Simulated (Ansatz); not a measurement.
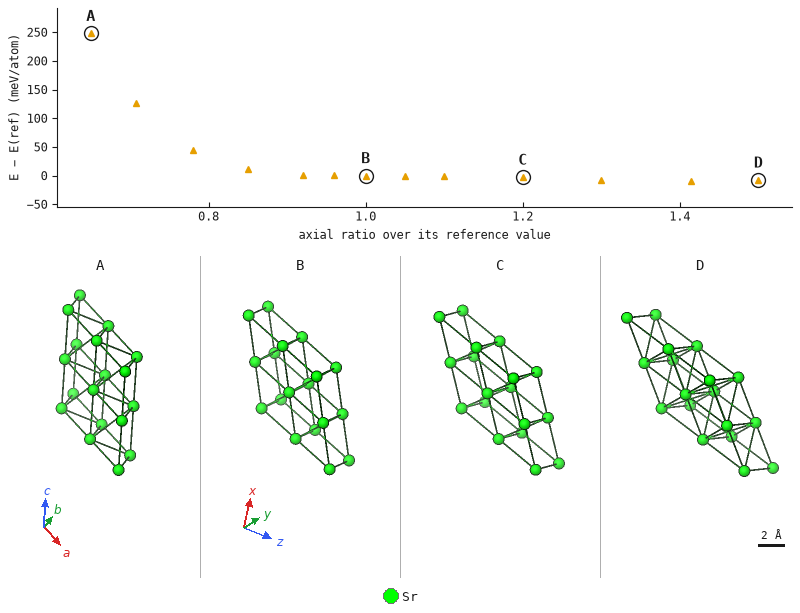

Energy scan for solid Sr (Im-3m), in which the ratio of the cell's length along z to its lengths across, counted as 1 for the reference, is changed at fixed volume (a tetragonal or Bain path), with the atoms kept at their fractional coordinates. x, y and z are the Cartesian axes of the input. The lettered frames are marked on the plot. A ball-and-stick model of the cell of the calculation, repeated 2 × 1 × 2 with one cell outlined, seen slightly off an axis.

All numbers below come from Ansatz 0.2.0, DFT PBEsol, scalar-relativistic, plane waves, PAW. Set-up: plane-wave cutoff 420 eV; k-point mesh 16 × 16 × 16; occupations gaussian; smearing width 0.15 eV; no spin polarisation. Energies (free energies at the smearing named) are counted from the cell as listed in its source, which wasn't relaxed.

**What does the scan show?**

The lowest computed point lies at the relative ratio 1.414 (−10.2 meV/atom). The unrelaxed reference is under a pressure of −1.1 GPa. The distortion takes the space group from Im-3m to I4/mmm. At the relative ratio 1.50 the cell of the drawing goes a 4.200 → 4.367 Å, b 4.200 → 4.367 Å, c 4.200 → 4.367 Å, α 109.5° → 122.0°, β 109.5° → 122.0°, γ 109.5° → 86.6°.

The computed points:

```tsv
axial ratio over its reference value	E − E(ref) (meV/atom)
0.650	247.9
0.707	126.6
0.780	44.7
0.850	12.0
0.920	1.8
0.960	0.3
1.000	0.0
1.050	0.1
1.100	−0.1
1.200	−2.8
1.300	−7.3
1.414	−10.2
1.500	−7.7
```
